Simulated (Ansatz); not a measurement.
## Electronic structure of MoS₂ in real space

Input

```
crystal:
  lattice:
    - [0.0, 0.0, 6.124711447]
    - [3.1411847468, 5.4406915776, 0.0]
    - [-6.2823694938, 0.0, 0.0]
  atoms:
    - { symbol: Mo, position: [0.5, 0.0, 0.5] }
    - { symbol: Mo, position: [0.5, 0.0, 0.0] }
    - { symbol: Mo, position: [0.5, 0.5, 0.5] }
    - { symbol: Mo, position: [0.5, 0.5, 0.0] }
    - { symbol: S, position: [0.2165715692, 0.3333333333, 0.6666666667] }
    - { symbol: S, position: [0.2410625189, 0.3333333333, 0.1666666667] }
    - { symbol: S, position: [0.2410625189, 0.8333333333, 0.6666666667] }
    - { symbol: S, position: [0.2410625189, 0.8333333333, 0.1666666667] }
    - { symbol: S, position: [0.7589374811, 0.1666666667, 0.3333333333] }
    - { symbol: S, position: [0.7589374811, 0.1666666667, 0.8333333333] }
    - { symbol: S, position: [0.7589374811, 0.6666666667, 0.3333333333] }
    - { symbol: S, position: [0.7589374811, 0.6666666667, 0.8333333333] }
basis:
  ecutwfc: 420
kpoints:
  mp_grid: { grid: [8, 12, 12] }
hamiltonian:
  xc: pbesol
scf:
  occupations: { method: gaussian, width: 0.15 }
output:
  forces: true
  stress: true
  eigenvalues: true
  write_density: true
  write_potential: true
  elf: true
  volumetric_format: npy
```

Launched as:

```sh
ansatz run input.yaml --threads 1 --pin off --max-ram 2560MiB --backend cpu --events-out ev --progress --plain --runs-dir out
```

Below, planes, directions and counts refer to the conventional cell (a = 6.28 Å, b = 6.28 Å, c = 6.12 Å, α = 90.00°, β = 90.00°, γ = 120.00°).

Space group P3m1; a structure from a database of computed crystals, not necessarily the ambient phase; changed on purpose from its base cell (atom 5 (S) moved -0.150 A along Cartesian [0 0 1]); not relaxed (largest force 1.6 eV/Å); computed without spin polarisation.

The calculation used DFT PBEsol, scalar-relativistic, plane waves, PAW (Ansatz).

The density is the valence pseudo-density of a PAW calculation; it isn't the true density close to the nuclei.

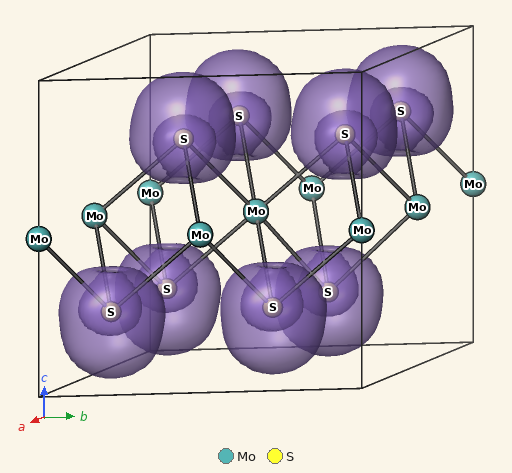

Figure 1. Isosurface of the ELF at 0.75 (purple), seen slightly off an axis. Core shells and regions of very low density are left out. Sticks mark near contacts.

Q: What do the ELF domains correspond to?

A: At this value the surface marks out eight regions wrapped around S (the valence shell of each), counted in one cell of 12 atoms. Regions shared between cells count once. Along the contacts the grid gives the following. Mo–S (2.41 Å): the ELF peaks at about 0.85 in the valence shell of S, 0.8 Å from its nucleus, and is about 0.40 at the midpoint. Mo–S (2.51 Å): the ELF peaks at about 0.85 in the valence shell of S, 0.8 Å from its nucleus, and is about 0.35 at the midpoint.

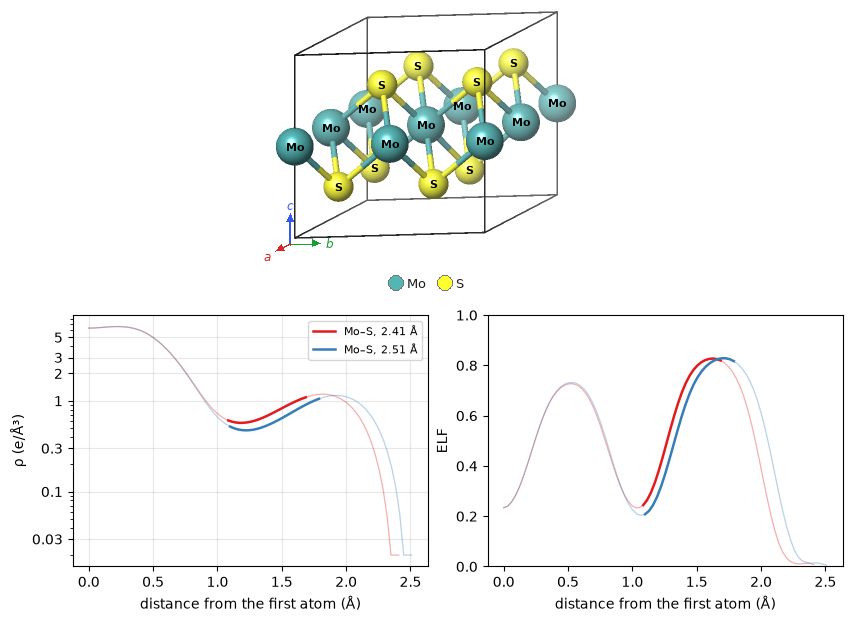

Figure 2. Valence pseudo-density and ELF along straight lines between neighbouring atoms. Thin, pale parts lie inside the atomic spheres. The structure is drawn too.

Q: What can be read from the curves?

A: Mo–S (2.41 Å): ρ is about 0.57 e/Å³ halfway; the ELF peaks at about 0.85 in the valence shell of S, 0.8 Å from its nucleus, and is about 0.40 at the midpoint.
Mo–S (2.51 Å): ρ is about 0.48 e/Å³ halfway; the ELF peaks at about 0.85 in the valence shell of S, 0.8 Å from its nucleus, and is about 0.35 at the midpoint.

Q: Does the calculation give a band gap?

A: It is metallic or semimetallic at this level of theory: no gap opens; semilocal functionals without U, or without the true magnetic order, often close the gap of such compounds.
